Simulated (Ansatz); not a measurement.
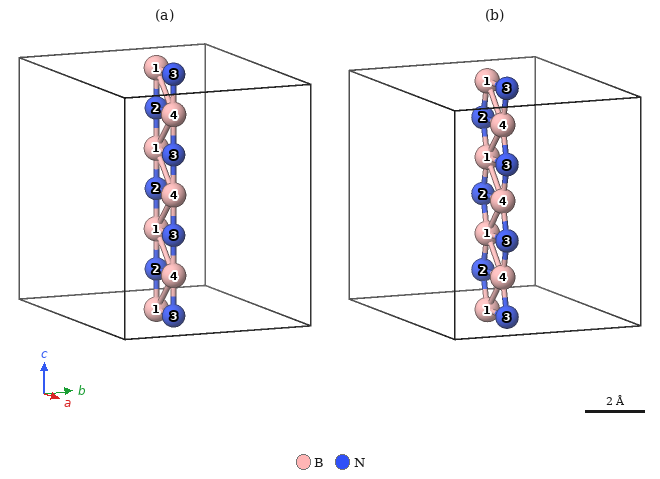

The structure of a wire of composition BN before (left) and after (right) a relaxation, at one scale.

Style: ball-and-stick. Shown: the 3 repeat of the cell, with the vacuum cut short, slightly off an axis.

Case: ladder chain of atoms.

The calculation used DFT r2SCAN, scalar-relativistic, plane waves, PAW in Ansatz.

The input:
```yaml
crystal:
  lattice:
    - [10.5, 0.0, 0.0]
    - [0.0, 9.3, 0.0]
    - [0.0, 0.0, 2.8134262098]
  atoms:
    - { symbol: B, position: [0.4296643448, 0.5, 0.0], spin: 0.5 }
    - { symbol: "N", position: [0.4296643448, 0.5, 0.5], spin: 0.5 }
    - { symbol: "N", position: [0.5703356552, 0.5, 0.0], spin: 0.5 }
    - { symbol: B, position: [0.5703356552, 0.5, 0.5], spin: 0.5 }
basis:
  ecutwfc: 500
kpoints:
  mp_grid: { grid: [1, 1, 23] }
hamiltonian:
  xc: r2scan
scf:
  occupations: { method: gaussian, width: 0.05 }
output:
  forces: true
  stress: true
  eigenvalues: true
  populations: true
  write_density: true
  write_potential: true
  elf: true
  volumetric_format: npy
magnetization:
  spin_polarized: true
relax:
  adjacent_minimum: "off"
  f_tol: 0.01
  max_steps: 45
  cell: { fix: [a, b, alpha, beta, gamma], stress_tol: 0.03 }
```

Command:
```bash
ansatz run input.yaml --threads 2 --pin off --max-ram 5120MiB --backend cpu --events-out ev --progress --plain --runs-dir out
```

**Describe what moved and what it gained.**

The energy falls by 1.705 eV per cell of the calculation in 6 accepted moves (7 points after the start). The largest force component goes from 6.3 to 0.0045 eV/Å. At 1 point the geometry stayed and the basis and grid were re-selected for the new cell (energy shift of 0.7 meV per cell of the calculation at most each time). The largest moves relative to the layer's centre, 0.29 Å, are those of N2 and N3. Largest moves by element: N 0.29 Å, B 0.08 Å. Along the periodic axis the drawn cell goes c 8.440 → 7.992 Å (−5.3 %). Among the contacts that change: B1–N3 1.477 → 1.694 Å, B1–B4 2.040 → 1.878 Å, B1–N2 1.407 → 1.383 Å. Among the angles between lasting bonds that change: N3–B4–N3 180.0° → 148.9°, B4–N3–B4 180.0° → 148.9°, B1–B4–N3 133.6° → 150.7°. The program noted that the starting moments weren't kept. The run took 6.9 min on 2 threads of Intel(R) Xeon(R) Processor @ 2.50GHz (Skylake/Cascade Lake) (shared host), peak memory 1.2 GiB.
